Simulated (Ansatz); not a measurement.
## Electronic structure of MnO2 in real space

```
Mn O
1.0
     2.89446    0.00000    0.00000
    -1.44723    2.50668    0.00000
     0.00000    0.00000   13.93276
Mn O
3 6
Cartesian
  0.0000 0.0000 0.0000
  1.4472 0.8356 4.6442
  0.0000 1.6711 9.2886
  1.4472 0.8356 0.9609
  0.0000 1.6711 5.6051
  0.0000 0.0000 10.2495
  0.0000 0.0000 3.6833
  1.4472 0.8356 8.3276
  0.0000 1.6711 12.9718
```

Space group R-3m; a structure from a database of computed crystals, not necessarily the ambient phase; not relaxed (largest force 0.3 eV/Å); computed pressure about −3 GPa in this cell; spin-polarised.

The calculation used Kohn-Sham DFT of a periodic cell, PBE, Ansatz PAW in Ansatz.

Core electrons are frozen (PAW), and the valence fields are smoothed inside the atomic spheres.

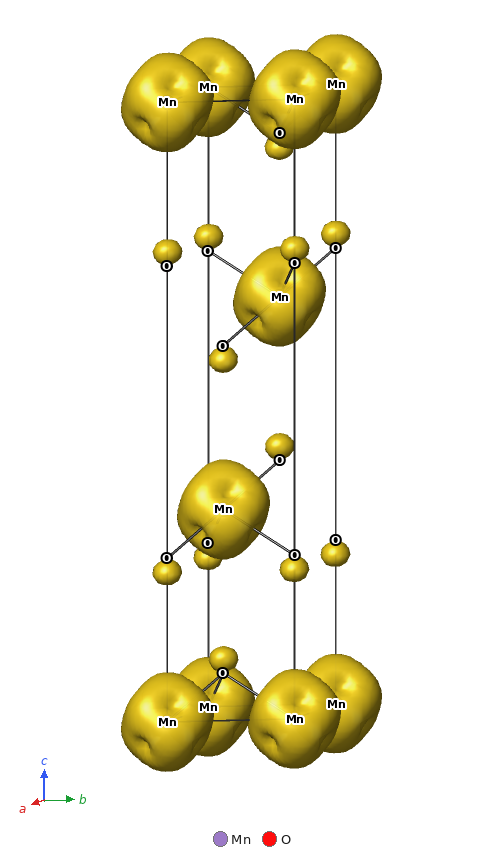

Figure 1. Isosurface of the spin density at +0.08 e/Å³ (yellow), seen slightly off an axis. Sticks mark near contacts.

Q: Where is the spin, and how is it ordered?

A: The spin density sits on Mn: +2.5 μB (×3) in one cell of 9 atoms: parallel main moments, as they must be, since the calculation's own cell holds one magnetic site. The cell of the calculation (3 atoms) carries 3.0 μB of net spin moment.

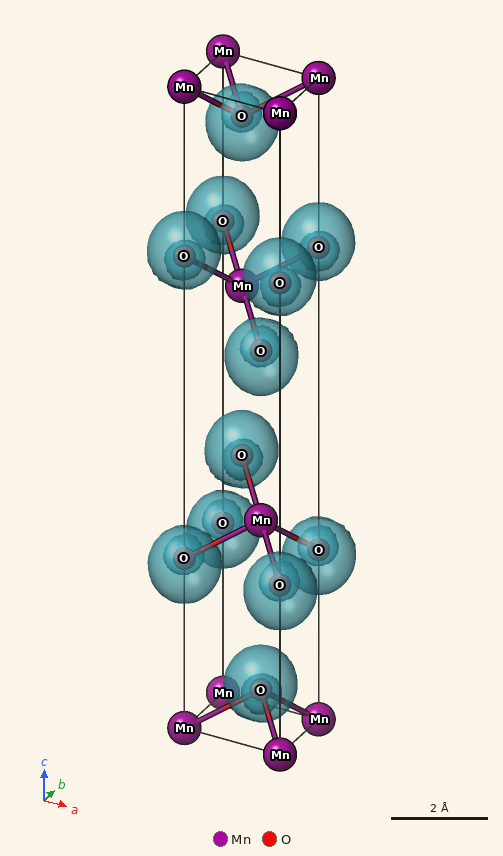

Figure 2. Isosurface of the ELF at 0.75 (cyan), seen slightly off an axis. Only the valence region is drawn (cores and ρ < 0.01 e/Å³ removed). Sticks mark near contacts.

Q: Where are the electrons localised?

A: At this value the surface marks out six regions wrapped around O (the valence shell of each), counted in one cell of 9 atoms. Any copies at cell faces, edges or corners count once. Along the contacts the grid gives the following. Mn–O (1.93 Å): the ELF peaks at about 0.85 in the valence shell of O, 0.6 Å from its nucleus, and is about 0.25 at the midpoint; no shared electron pair shows on this line.

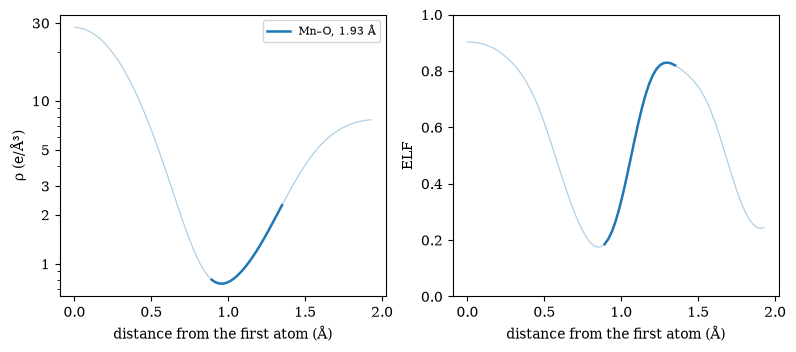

Figure 3. Valence pseudo-density and electron localisation function along straight lines between neighbouring atoms. Thin, pale parts lie inside the atomic spheres.

Q: What can be read from the curves?

A: Mn–O (1.93 Å): ρ is about 0.76 e/Å³ halfway; the ELF peaks at about 0.85 in the valence shell of O, 0.6 Å from its nucleus, and is about 0.25 at the midpoint; no localised pair shows between them.

Q: Metal or insulator at this level of theory?

A: It is gapped, with a Kohn–Sham gap of 1.0 eV on the k-point mesh, an upper bound to the gap of this method.
